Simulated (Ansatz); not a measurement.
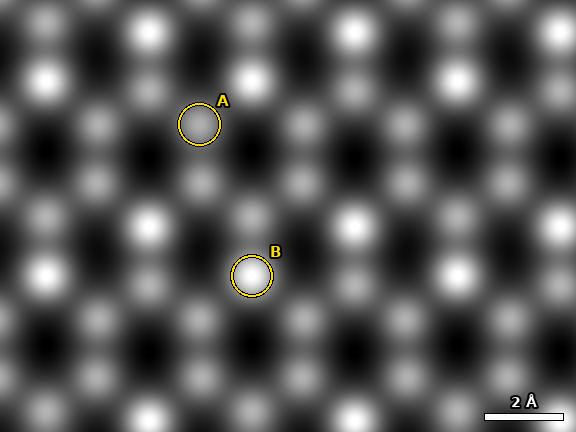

Integrated-DPC-like image of TiAl3 (Pmmn, No. 59) along [100]. Simulated as the projected potential of neutral atoms (B = 0.8 Å²) blurred by a 0.74 Å probe, the thin-sample limit of integrated differential phase contrast. The display is stretched by a gamma of 0.8; percentages refer to the linear signal. Structure: the end point of a relaxation with DFT r2SCAN, scalar-relativistic, plane waves, PAW (Ansatz 0.2.0); the starting structure was generated, so it need not be a known form of this composition.

```yaml
crystal:
  lattice:
    - [4.52498, 0.00000, 0.00000]
    - [0.00000, 5.40370, 0.00000]
    - [0.00000, 0.00000, 5.11026]
  atoms:
    - { symbol: Ti, position: [0.00000, 0.00000, 0.62775] }
    - { symbol: Ti, position: [0.50000, 0.50000, 0.37225] }
    - { symbol: Al, position: [0.00000, 0.24567, 0.15035] }
    - { symbol: Al, position: [0.00000, 0.75433, 0.15035] }
    - { symbol: Al, position: [0.50000, 0.74567, 0.84965] }
    - { symbol: Al, position: [0.50000, 0.25433, 0.84965] }
    - { symbol: Al, position: [0.50000, 0.00000, 0.32336] }
    - { symbol: Al, position: [0.00000, 0.50000, 0.67664] }
```

Assign the marked columns.

A: Al (1 Al per 4.52 Å along the beam; about 65 % of the brightest peak). B: Ti (1 Ti per 4.52 Å along the beam; the brightest kind). Brightness is counted from the darkest point of the image.
